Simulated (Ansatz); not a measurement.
ZnGa$_{2}$O$_{4}$, 56 atoms, a = 8.33 Å, b = 8.33 Å, c = 8.33 Å, α = 90.00°, β = 90.00°, γ = 90.00°.

Space group Fd-3m; a structure from a database of computed crystals, not necessarily the ambient phase; started from the database structure prototype, which need not be the ambient phase; computed pressure about 8 GPa in this cell.

The calculation used Ansatz, DFT, PBE with spin-orbit coupling, plane waves, PAW.

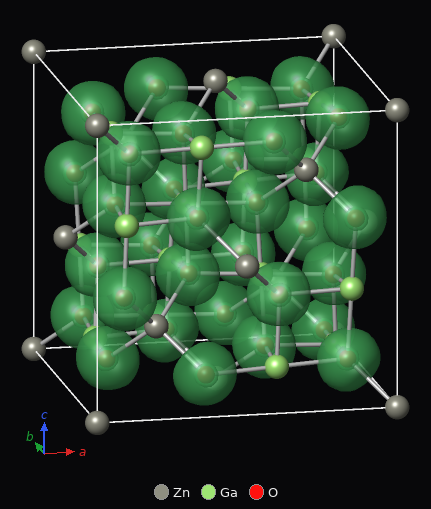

ZnGa$_{2}$O$_{4}$. Isosurface of the electron localisation function at 0.65 (green), seen slightly off an axis. Only the valence region is drawn (cores and ρ < 0.01 e/Å³ removed). Sticks mark near contacts.

Core electrons are frozen (PAW), and the valence fields are smoothed inside the atomic spheres.

### Identify the bonds, lone pairs and shells in this picture.

The surface consists of 32 regions wrapped around O (the valence shell of each), counted in one cell of 56 atoms. Any copies at cell faces, edges or corners count once. Profiles from the grid: Zn–O (1.97 Å): the ELF peaks at about 0.85 in the valence shell of O, 0.6 Å from its nucleus, and is about 0.25 at the midpoint (no localised pair shows between them). Ga–O (1.99 Å): the ELF peaks at about 0.85 in the valence shell of O, 0.6 Å from its nucleus, and is about 0.30 at the midpoint.

### Metal or insulator at this level of theory?

It is gapped, with a Kohn–Sham gap of 2.6 eV on the k-point mesh (the band edges may lie off the mesh, which would make the gap smaller).
